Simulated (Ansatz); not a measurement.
# MnO2: geometry relaxation (part 1 of 3)

- system: MnO2 (P4₂/mnm, 6 atoms in the cell)
- method: DFT LDA, scalar-relativistic, plane waves, PAW, spin-polarised (Ansatz 0.2.0)

The structure was made by swapping elements on the sites of another compound; it need not be a known phase. It belongs to a series of runs on one base structure; here: Hf -> Mn on all its sites, cell and atoms relaxed. Figures and captions count atoms from 1; the log counts them from 0 in places.

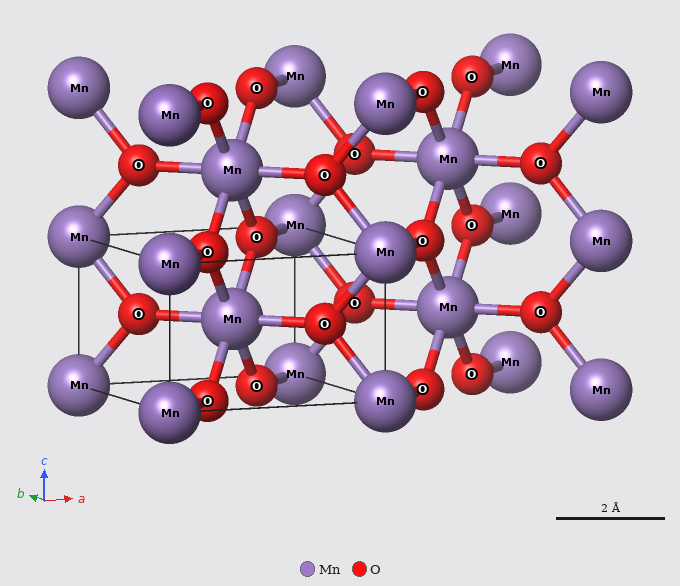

The starting structure (ball-and-stick view of the cell of the calculation, repeated 2 × 1 × 2, seen slightly off an axis). Near neighbours in the crystal (not all of them lie inside the picture): Mn has 6 O at 1.85 to 1.87 Å; O has 3 Mn at 1.85 to 1.87 Å.

## Input file
```yaml
crystal:
  lattice:
    - [4.35222381, 0.0, 0.0]
    - [0.0, 4.35222381, 0.0]
    - [0.0, 0.0, 2.7886125837]
  atoms:
    - { symbol: Mn, position: [0.0, 0.0, 0.0], spin: 2.31 }
    - { symbol: Mn, position: [0.5, 0.5, 0.5], spin: 2.31 }
    - { symbol: O, position: [0.1963258254, 0.8036741746, 0.5], spin: 0.13 }
    - { symbol: O, position: [0.3036741746, 0.3036741746, 0.0], spin: 0.13 }
    - { symbol: O, position: [0.6963258254, 0.6963258254, 0.0], spin: 0.13 }
    - { symbol: O, position: [0.8036741746, 0.1963258254, 0.5], spin: 0.13 }
basis:
  ecutwfc: 420
kpoints:
  mp_grid: { grid: [8, 8, 12] }
hamiltonian:
  xc: lda
scf:
  occupations: { method: gaussian, width: 0.1 }
output:
  forces: true
  stress: true
  eigenvalues: true
  populations: true
  write_density: true
  write_potential: true
  elf: true
  volumetric_format: npy
magnetization:
  spin_polarized: true
relax:
  adjacent_minimum: "off"
  f_tol: 0.01
  max_steps: 60
  cell: { stress_tol: 0.1 }
```

Run as:
```bash
ansatz run input.yaml --threads 1 --pin off --max-ram 2560MiB --backend cpu --events-out ev --progress --plain --runs-dir out
```

## Log
```
Engine: ansatz 0.2.0, x86_64-unknown-linux-gnu
Pseudopotentials: kind: paw
Pseudopotential: Mn, paw, valence charge 15, recommended cutoff 420 eV (normal), Mn.paw.azcp
Pseudopotential: O, paw, valence charge 6, recommended cutoff 420 eV (normal), O.paw.azcp
Functional definition: SPW92
  exchange = slater_x
  correlation = pw_c
Crystal: 6 atoms, lattice volume = 52.821 Å³
Basis set: ecut = 420 eV, 1049 PW (Γ)
Bands: 36, of which v1, the nominal top of the filled ones, is band 27 counted from 1 (26 counted from 0)
Symmetry: 16 space group operations
Space group: P42/mnm (ITA 136), of the structure as read, at distance tolerance 3.8e-5 Å
Magnetic group: BNS 136.495 (UNI 1155), of the structure as read, at distance tolerance 3.8e-5 Å
k-points: 105 of 768
Non-local potential: Mn, projectors of the file, l = 0: 3, l = 1: 2, l = 2: 3, l = 3: 1
Non-local potential: O, projectors of the file, l = 0: 2, l = 1: 2, l = 2: 1
PAW form: soft (Blöchl's): semilocal exchange-correlation on the pseudo side does not see the compensation charge
PAW frozen core: Mn, regenerated for the run's functional, and the local potential with it (the file was generated under x = pbe(κ = 0.804, μ = 0.2195149727645171), c = pbe(β = 0.06672455060314922))
PAW frozen core: O, regenerated for the run's functional, and the local potential with it (the file was generated under x = pbe(κ = 0.804, μ = 0.2195149727645171), c = pbe(β = 0.06672455060314922))
PAW one-centre angular grid: Mn, 590 points (default); XC on 64 Gauss nodes
PAW one-centre angular grid: O, 110 points (default); XC on 64 Gauss nodes
Initial density: superposition of atomic densities (chi_scale 0.1, normalization cell, long waves kept (reshape's long-wave potential 0.00 eV rms))
Starting moments: Σ|m| = 5.14 μB on 6 of 6 sites
Initial wavefunctions: pseudopotential atomic-orbital guess
Functional: x = slater, c = lda
SCF iter   1: F=—  HF=-9894.393050 eV  |F-HF|=—  |Δ(HF+E_count)|=         —  Δρ=8.27e-2 (↑8.27e-2 ↓6.08e-2)  dr2=9.00e0  dr2_m=3.55e-1  M=4.582 μB ∫|m|=4.647 μB  β_m=0.30  ethr=3.10e-3  ⟨swp⟩=5.5  Hψ=25974  notcnv=0
Mixer restart at iter 1: flushing history
preconditioner: auto → Kerker (q_TF=auto, 2.738 Å⁻¹)  [metal: Δε(μ)=0.004 eV  Ē_g=11.183 eV  σ=0.100 eV  W_gap=0.02  n_scr=18 (ndim 8)  ℏωp=31.5 eV  f_vac=0.000  D(μ)=5.33/eV (n_scr^D=66)]
spin=Collinear: Kerker preconditioning applied to the charge; magnetization (m = ρ↑ − ρ↓) channel mixes plain (no charge-response kernel on spin).
SCF iter   2: F=—  HF=-9897.772966 eV  |F-HF|=—  |Δ(HF+E_count)|=    3.38e0  Δρ=4.06e-2 (↑4.06e-2 ↓3.12e-2)  dr2=2.21e0  dr2_m=1.63e-1  M=4.514 μB ∫|m|=4.561 μB  β_m=0.41  ethr=3.10e-3  ⟨swp⟩=3.6  Hψ=16913  notcnv=0  defer=382
SCF iter   3: F=—  HF=-9902.115720 eV  |F-HF|=—  |Δ(HF+E_count)|=    4.34e0  Δρ=1.93e-2 (↑1.93e-2 ↓1.52e-2)  dr2=4.18e-1  dr2_m=3.63e-2  M=4.467 μB ∫|m|=4.503 μB  β_m=0.71  ethr=3.10e-3  ⟨swp⟩=2.0  Hψ=10247  notcnv=0  defer=393
SCF iter   4: F=—  HF=-9903.479214 eV  |F-HF|=—  |Δ(HF+E_count)|=    1.36e0  Δρ=9.87e-3 (↑8.93e-3 ↓9.87e-3)  dr2=1.44e-1  dr2_m=7.86e-4  M=4.486 μB ∫|m|=4.515 μB  β_m=0.85  ethr=7.73e-4  ⟨swp⟩=2.5  Hψ=13555  notcnv=0  defer=404
SCF iter   5: F=—  HF=-9903.527006 eV  |F-HF|=—  |Δ(HF+E_count)|=         —  Δρ=1.76e-2 (↑1.76e-2 ↓1.39e-2)  dr2=7.28e-3  dr2_m=1.17e-1  M=4.935 μB ∫|m|=4.972 μB  β_m=0.85  ethr=2.67e-4  ⟨swp⟩=2.7  Hψ=14621  notcnv=0  defer=406
Mixer restart at iter 5: flushing history
SCF iter   6: F=—  HF=-9903.513660 eV  |F-HF|=—  |Δ(HF+E_count)|=   1.33e-2  Δρ=6.60e-3 (↑4.99e-3 ↓6.60e-3)  dr2=3.75e-3  dr2_m=1.55e-2  M=5.027 μB ∫|m|=5.066 μB  β_m=0.93  ethr=1.35e-5  ⟨swp⟩=2.0  Hψ=15638  notcnv=0  defer=406
SCF iter   7: F=—  HF=-9903.516022 eV  |F-HF|=—  |Δ(HF+E_count)|=   2.36e-3  Δρ=5.65e-3 (↑5.65e-3 ↓1.87e-3)  dr2=7.66e-3  dr2_m=5.44e-3  M=5.145 μB ∫|m|=5.190 μB  β_m=0.75  ethr=6.95e-6  ⟨swp⟩=2.0  Hψ=14728  notcnv=0  defer=406
SCF iter   8: F=—  HF=-9903.512322 eV  |F-HF|=—  |Δ(HF+E_count)|=   3.70e-3  Δρ=3.28e-4 (↑1.55e-4 ↓3.28e-4)  dr2=6.98e-5  dr2_m=1.42e-5  M=5.145 μB ∫|m|=5.189 μB  β_m=0.88  ethr=6.95e-6  ⟨swp⟩=2.0  Hψ=14600  notcnv=0  defer=406
SCF iter   9: F=—  HF=-9903.512323 eV  |F-HF|=—  |Δ(HF+E_count)|=   2.49e-7  Δρ=1.14e-4 (↑1.14e-4 ↓4.88e-5)  dr2=1.04e-5  dr2_m=1.40e-6  M=5.150 μB ∫|m|=5.195 μB  β_m=0.88  ethr=1.29e-7  ⟨swp⟩=2.5  Hψ=12328  notcnv=0  defer=405
SCF iter  10: F=—  HF=-9903.512320 eV  |F-HF|=—  |Δ(HF+E_count)|=   2.69e-6  Δρ=9.36e-5 (↑4.27e-5 ↓9.36e-5)  dr2=2.35e-6  dr2_m=1.78e-6  M=5.149 μB ∫|m|=5.194 μB  β_m=0.94  ethr=1.93e-8  ⟨swp⟩=2.3  Hψ=11941  notcnv=0  defer=405
SCF iter  11: F=—  HF=-9903.512322 eV  |F-HF|=—  |Δ(HF+E_count)|=   1.78e-6  Δρ=2.44e-5 (↑1.01e-5 ↓2.44e-5)  dr2=4.40e-7  dr2_m=3.71e-8  M=5.147 μB ∫|m|=5.191 μB  β_m=0.97  ethr=4.36e-9  ⟨swp⟩=2.2  Hψ=11477  notcnv=0  defer=405
SCF iter  12: F=—  HF=-9903.512322 eV  |F-HF|=—  |Δ(HF+E_count)|=   2.92e-8  Δρ=2.85e-6 (↑2.85e-6 ↓1.95e-6)  dr2=6.66e-9  dr2_m=1.95e-10  M=5.146 μB ∫|m|=5.191 μB  β_m=0.98  ethr=8.14e-10  ⟨swp⟩=2.3  Hψ=12352  notcnv=0  defer=405
SCF iter  13: F=-9903.512322 eV  HF=-9903.512322 eV  |F-HF|=3.12e-9  |Δ(HF+E_count)|=   4.33e-9  Δρ=1.81e-6 (↑1.04e-6 ↓1.81e-6)  dr2=3.63e-9  dr2_m=1.13e-10  M=5.146 μB ∫|m|=5.191 μB  ethr=1.23e-11  ⟨swp⟩=10.9  Hψ=45855  notcnv=0
SCF 1 converged in 13 iterations: F = -9903.512322 eV  dr2 = 3.63e-9
  greatest PAW one-centre occupation: 1.001 electrons in one spin orbital (limit 2), on the Mn atom at site 1 (counted from 0), in its partial waves of l = 1
relax step   1: F+E_penalty+E_count = -9903.51232174 eV  Δ(F+E_penalty+E_count) = +0.000e0 eV  max|allowed force component| = 1.868e-2 eV/Å  Δτ_max = 0.0000 Å  P = -1.238 GPa  Ω = 52.821 Å³  (13 SCF iters, dr2 threshold 1.00e-7 eV, accepted)
Crystal: 6 atoms, lattice volume = 52.699 Å³
Initial density: handed on by an earlier stage of this run
Starting moments: Σ|m| = 5.14 μB on 6 of 6 sites; this step starts from the density that it was given
Initial wavefunctions: those handed on with the density
iter 1 solved again at ethr=5.25e-7 eV; its pass at ethr=3.10e-3 eV (dr2=2.83e-4 eV) is discarded
SCF iter   1: F=—  HF=-9903.513953 eV  |F-HF|=—  |Δ(HF+E_count)|=         —  Δρ=1.00e-3 (↑1.00e-3 ↓5.21e-4)  dr2=2.91e-4  dr2_m=2.13e-4  M=5.126 μB ∫|m|=5.170 μB  β_m=0.65  ethr=5.25e-7  ⟨swp⟩=2.1  Hψ=28846  notcnv=0
preconditioner: auto → none  [metal: Δε(μ)=0.010 eV  Ē_g=11.289 eV  σ=0.100 eV  W_gap=0.06  n_scr=8 (ndim 8)  ℏωp=31.5 eV  f_vac=0.012  D(μ)=4.23/eV (n_scr^D=46)]
SCF iter   2: F=—  HF=-9903.514060 eV  |F-HF|=—  |Δ(HF+E_count)|=   1.07e-4  Δρ=4.70e-4 (↑3.98e-4 ↓4.70e-4)  dr2=2.85e-4  dr2_m=6.23e-6  M=5.128 μB ∫|m|=5.172 μB  β_m=0.39  ethr=5.25e-7  ⟨swp⟩=2.0  Hψ=13359  notcnv=0
SCF iter   3: F=—  HF=-9903.514091 eV  |F-HF|=—  |Δ(HF+E_count)|=   3.12e-5  Δρ=4.26e-4 (↑4.26e-4 ↓4.19e-4)  dr2=6.05e-6  dr2_m=8.34e-5  M=5.121 μB ∫|m|=5.165 μB  β_m=0.69  ethr=5.25e-7  ⟨swp⟩=2.5  Hψ=12654  notcnv=0
SCF iter   4: F=—  HF=-9903.514210 eV  |F-HF|=—  |Δ(HF+E_count)|=   1.19e-4  Δρ=4.76e-4 (↑4.76e-4 ↓3.93e-4)  dr2=5.96e-6  dr2_m=8.85e-5  M=5.112 μB ∫|m|=5.156 μB  β_m=0.10  ethr=1.12e-8  ⟨swp⟩=2.5  Hψ=13886  notcnv=0
SCF iter   5: F=—  HF=-9903.514175 eV  |F-HF|=—  |Δ(HF+E_count)|=   3.55e-5  Δρ=3.08e-4 (↑2.61e-4 ↓3.08e-4)  dr2=6.42e-6  dr2_m=3.62e-5  M=5.113 μB ∫|m|=5.156 μB  β_m=0.07  ethr=1.10e-8  ⟨swp⟩=2.0  Hψ=13352  notcnv=0
SCF iter   6: F=—  HF=-9903.514250 eV  |F-HF|=—  |Δ(HF+E_count)|=   7.52e-5  Δρ=2.86e-4 (↑1.55e-4 ↓2.86e-4)  dr2=1.72e-5  dr2_m=1.88e-5  M=5.105 μB ∫|m|=5.149 μB  β_m=0.53  ethr=1.10e-8  ⟨swp⟩=2.0  Hψ=12287  notcnv=0
SCF iter   7: F=—  HF=-9903.514201 eV  |F-HF|=—  |Δ(HF+E_count)|=   4.89e-5  Δρ=1.17e-4 (↑4.97e-5 ↓1.17e-4)  dr2=1.18e-5  dr2_m=1.41e-6  M=5.077 μB ∫|m|=5.119 μB  β_m=0.69  ethr=1.10e-8  ⟨swp⟩=2.9  Hψ=15856  notcnv=0
SCF iter   8: F=—  HF=-9903.514246 eV  |F-HF|=—  |Δ(HF+E_count)|=   4.50e-5  Δρ=7.18e-5 (↑2.68e-5 ↓7.18e-5)  dr2=4.31e-6  dr2_m=4.28e-7  M=5.084 μB ∫|m|=5.127 μB  β_m=0.85  ethr=1.10e-8  ⟨swp⟩=2.2  Hψ=12483  notcnv=0
SCF iter   9: F=—  HF=-9903.514257 eV  |F-HF|=—  |Δ(HF+E_count)|=   1.11e-5  Δρ=1.98e-5 (↑1.00e-5 ↓1.98e-5)  dr2=8.82e-8  dr2_m=9.83e-8  M=5.091 μB ∫|m|=5.133 μB  β_m=0.88  ethr=7.99e-9  ⟨swp⟩=2.0  Hψ=12592  notcnv=0
SCF iter  10: F=-9903.514257 eV  HF=-9903.514257 eV  |F-HF|=7.66e-9  |Δ(HF+E_count)|=   2.61e-7  Δρ=2.63e-6 (↑1.52e-6 ↓2.63e-6)  dr2=8.10e-9  dr2_m=2.11e-10  M=5.092 μB ∫|m|=5.135 μB  ethr=1.63e-10  ⟨swp⟩=5.8  Hψ=45583  notcnv=0
SCF 2 converged in 10 iterations: F = -9903.514257 eV  dr2 = 8.10e-9
relax step   2: F+E_penalty+E_count = -9903.51425725 eV  Δ(F+E_penalty+E_count) = -1.936e-3 eV  max|allowed force component| = 1.315e-2 eV/Å  Δτ_max = 0.0010 Å  P = -0.777 GPa  Ω = 52.699 Å³  energy of the carried Pulay correction = +9.887e-4 eV  (10 SCF iters, dr2 threshold 6.00e-7 eV, accepted)
Crystal: 6 atoms, lattice volume = 52.489 Å³
iter 1 solved again at ethr=1.53e-6 eV; its pass at ethr=3.10e-3 eV (dr2=8.24e-4 eV) is discarded
```
